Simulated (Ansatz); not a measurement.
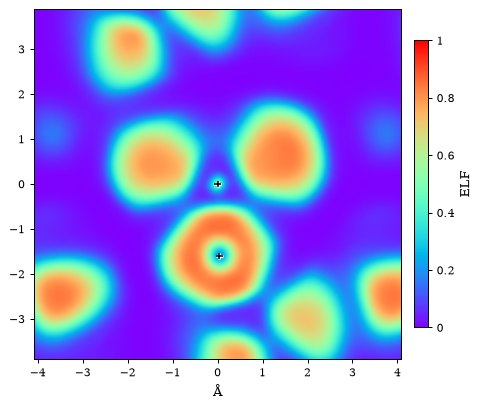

The ELF on a plane through atoms (crosses mark nuclei in the plane).

Theory: Ansatz, DFT LDA, scalar-relativistic, plane waves, PAW.

Candidates:
A. SiO2, a = 5.04 Å, b = 5.04 Å, c = 5.52 Å, α = 90.00°, β = 90.00°, γ = 120.00°. Space group P6₄22; a structure from a database of computed crystals, not necessarily the ambient phase.
B. SnO2, a = 3.21 Å, b = 3.21 Å, c = 12.24 Å, α = 90.00°, β = 90.00°, γ = 120.00°. Space group R-3m; a structure from a database of computed crystals, not necessarily the ambient phase.

Q: Which candidate gave the map?

A: Candidate A: SiO2 on the (111) plane of the conventional cell, which holds Si and O. Si–O (1.60 Å): the ELF peaks at about 0.85 between the atoms: a short, strongly polar bond.
